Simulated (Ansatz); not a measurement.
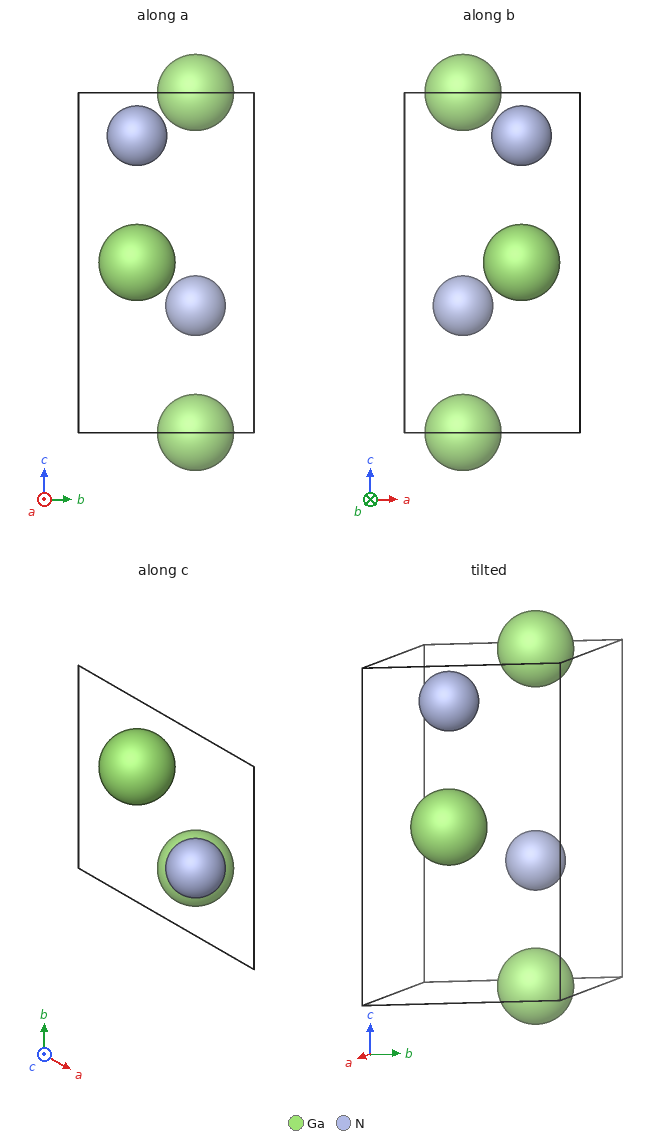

Spheres-only drawing of the structure, looking along the a axis, along the b axis, along the c axis and slightly off an axis. The outline marks the conventional unit cell.

Lattice parameters: a = 3.183 Å, b = 3.183 Å, c = 5.339 Å, α = 90.00°, β = 90.00°, γ = 120.00°. Put a along x and b in the xy plane.

**Express the structure as a POSCAR file, with free fractional coordinates to two decimals.**

```
Ga N
1.0
     3.183    0.000    0.000
    -1.592    2.757    0.000
     0.000    0.000    5.339
Ga N
2 2
Direct
  0.3333 0.6667 0.00
  0.6667 0.3333 0.50
  0.3333 0.6667 0.37
  0.6667 0.3333 0.87
```

It derives from a structure type filled with these elements by a generator (whether the compound takes this form wasn't checked). The cell was then strained or its atoms displaced on purpose. Ansatz was used for an electronic-structure calculation on it.
